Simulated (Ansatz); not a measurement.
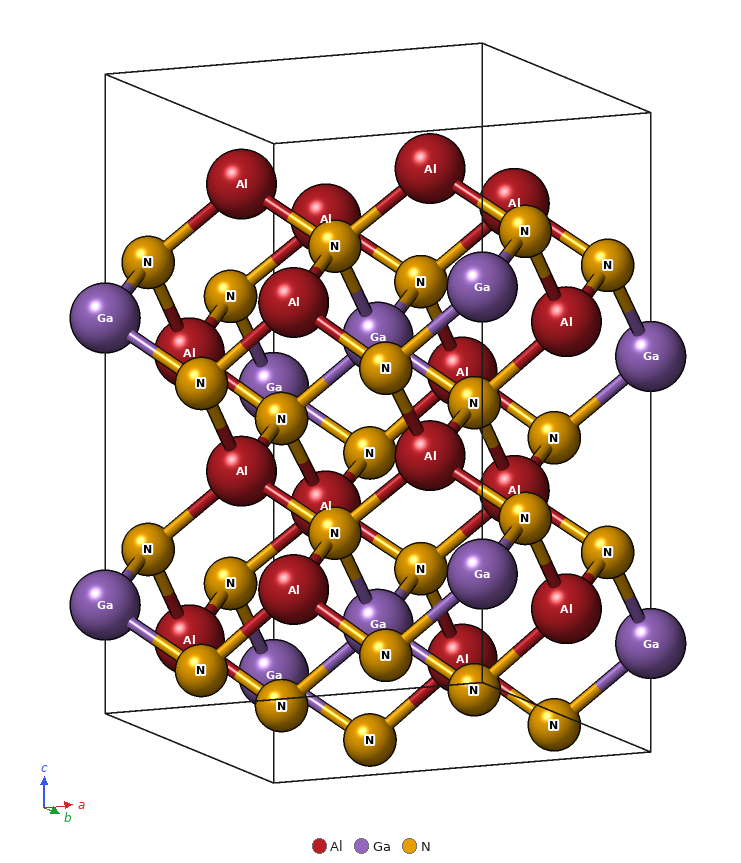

Crystal structure, ball-and-stick style, seen from a general direction. The box is the conventional unit cell; atoms on or close to its faces, edges and corners are drawn wherever they repeat.

Al₃GaN₄, space group Cmm2 (No. 35), a = 6.22 Å, b = 6.22 Å, c = 9.80 Å, α = 90.00°, β = 90.00°, γ = 90.00°.

The calculation used DFT r2SCAN, scalar-relativistic, plane waves, PAW in Ansatz, with E_cut = 500 eV, k-points about 0.29 Å⁻¹ apart, Gaussian smearing of 0.05 eV, no spin polarisation.

What is the band gap, if any?

A metal: bands cross the Fermi level.

Would the cell expand or shrink if it could?

The computed pressure is -6.9 GPa (stretched: it would shrink). The stress isn't hydrostatic: its largest component is 19.8 GPa.

The model was built from a structure listed in the Materials Project. The cell was then strained or its atoms displaced on purpose. A calculation with Ansatz used it as input.

At this level of theory the run's own cell isn't at rest (stretched, at -7 GPa and forces up to 4.0 eV/Å), so its distances can differ from those at equilibrium, the more so the softer the solid.
